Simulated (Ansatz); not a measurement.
System PtSe2 (space group R-3m, No. 166); source of the atomic positions: the input geometry of an electronic-structure calculation (not necessarily at equilibrium); the starting structure was generated, so it need not be a known form of this composition.

```
Pt Se
1.0
     3.69140    0.00000    0.00000
    -1.84570    3.19685    0.00000
     0.00000    0.00000   17.28214
Pt Se
3 6
Direct
  0.00000 0.00000 0.00000
  0.66667 0.33333 0.33333
  0.33333 0.66667 0.66667
  0.33333 0.66667 0.92345
  0.00000 0.00000 0.74322
  0.00000 0.00000 0.25678
  0.66667 0.33333 0.07655
  0.66667 0.33333 0.59011
  0.33333 0.66667 0.40989
```

Describe the stacking along c, with columns A (0, 0), B (1/3, 2/3), C (2/3, 1/3) of the hexagonal mesh.

Pt(A) – Se(C) – Se(A) – Pt(C) – Se(B) – Se(C) – Pt(B) – Se(A) – Se(B) (nine layers in 17.28 Å).

Se layers alone: CABCAB, the cubic close-packed type.

Pt: three octahedral sites in each hexagonal cell. Three of the six gaps between Se layers are empty, 3.11 Å wide.

Polytype symbol 3R, the symbol of a layered MX2 polytype (number of slabs in the repeat and lattice).

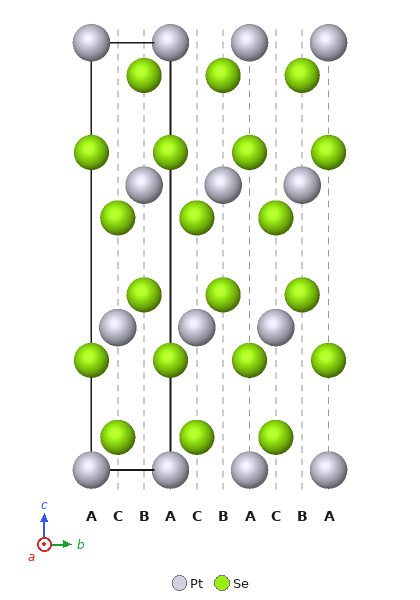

Projection along an edge of the hexagonal mesh, stacking direction c upwards. The dashed lines mark the three columns A (0, 0), B (1/3, 2/3) and C (2/3, 1/3). The sequence starts with the first layer at or above the cell's origin.
